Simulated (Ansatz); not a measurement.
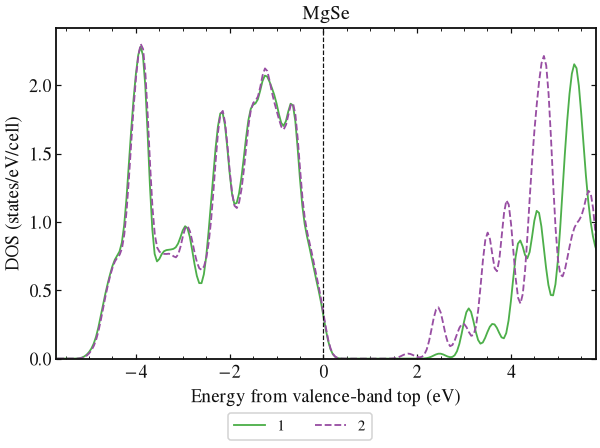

Total densities of states of MgSe, space group Fm-3m (No. 225), 2 atoms in the cell, rocksalt type, by two methods on the same cell. The curves are built from the levels of the k mesh with Gaussians 0.3 eV wide, which also blur the band edges. Each is counted from its own valence-band top.

**Which curve is which? The methods: PBE, r2SCAN.**

1 is r2SCAN; 2 is PBE. r2SCAN gives a gap of 2.48 eV and PBE gives a gap of 1.80 eV.

Settings. r2SCAN: DFT, r2SCAN, plane waves, PAW, no spin polarisation, 8×8×8 k mesh, 500 eV cutoff (Ansatz 0.2.0). PBE: DFT, PBE, plane waves, PAW, no spin polarisation, 8×8×8 k mesh, 420 eV cutoff, Fermi-Dirac smearing of 0.02 eV (Ansatz 0.2.0).
